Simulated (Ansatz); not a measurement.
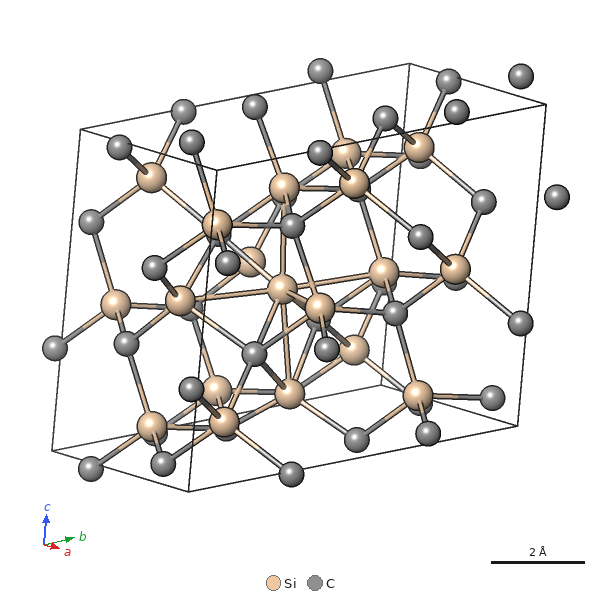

Shown here is a ball-and-stick view of the crystal, taken slightly off an axis. The edges of the supercell are marked. The host is SiC, in a cell of 36 sites, and the cell carries a charge of +2.

### Where does the cell differ from the host, and how?

An interstitial silicon atom. It is bonded to six Si and three C (about 2.3 Å to Si, 1.9 Å to C).

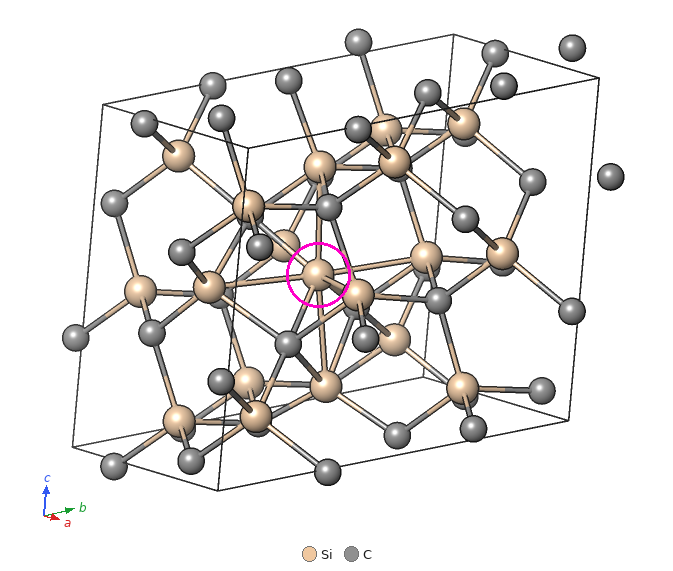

The same cell with a ring at the defect's site.

The atoms were relaxed in the host's cell with DFT PBE, scalar-relativistic, plane waves, PAW in Ansatz.
